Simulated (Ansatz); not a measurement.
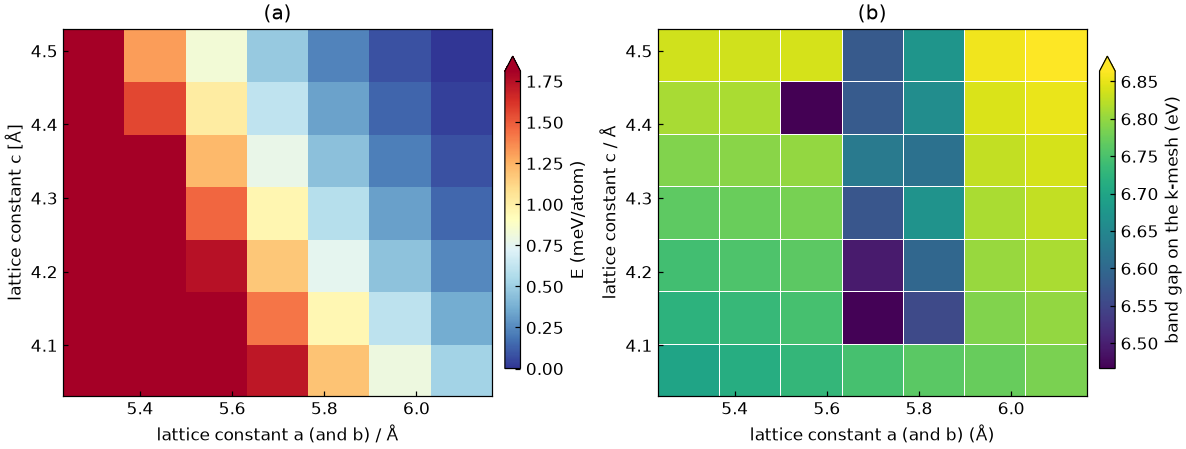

H (P6_3/mmc, No. 194; 2 atoms in the cell). 
- The energy is mapped over the lattice constants a and c of the conventional cell.
- Coordinates scanned: (1) lattice constant a (and b); (2) lattice constant c.
- Nothing is relaxed (symmetry fixes all fractional coordinates).
- The grid has 7 × 7 points.
- Points are written as (first, second).
- Energies are in meV/atom, from the lowest grid point.
- Level of theory: DFT PBE, scalar-relativistic, plane waves, PAW in Ansatz. Settings: cutoff 520 eV, k-mesh 6×6×6, gaussian smearing 0.05 eV, spin-polarised.

Panel (a) is the energy and panel (b) the computed band gap on the k-mesh on the same grid.

The picture shows one coloured cell a grid point, one colour for all values above the top of the scale.

> How does the band gap on the k-mesh vary over the map, and what is it at the lowest grid point?

It runs from 6.47 eV at (5.566 Å, 4.423 Å) to 6.86 eV at (6.097 Å, 4.495 Å). At the lowest grid point, (6.097 Å, 4.495 Å), it is 6.86 eV. That point lies on the edge of the scan.

| lattice constant c ↓, lattice constant a (and b) → | 5.300 | 5.433 | 5.566 | 5.699 | 5.832 | 5.965 | 6.097 |
| --- | --- | --- | --- | --- | --- | --- | --- |
| 4.495 | 6.84 | 6.83 | 6.84 | 6.58 | 6.67 | 6.86 | 6.86 |
| 4.423 | 6.81 | 6.81 | 6.47 | 6.58 | 6.66 | 6.84 | 6.85 |
| 4.352 | 6.79 | 6.79 | 6.80 | 6.63 | 6.61 | 6.83 | 6.84 |
| 4.281 | 6.77 | 6.77 | 6.78 | 6.57 | 6.67 | 6.81 | 6.83 |
| 4.209 | 6.74 | 6.75 | 6.76 | 6.49 | 6.60 | 6.80 | 6.81 |
| 4.138 | 6.72 | 6.73 | 6.75 | 6.47 | 6.56 | 6.79 | 6.80 |
| 4.067 | 6.70 | 6.71 | 6.73 | 6.75 | 6.76 | 6.77 | 6.78 |
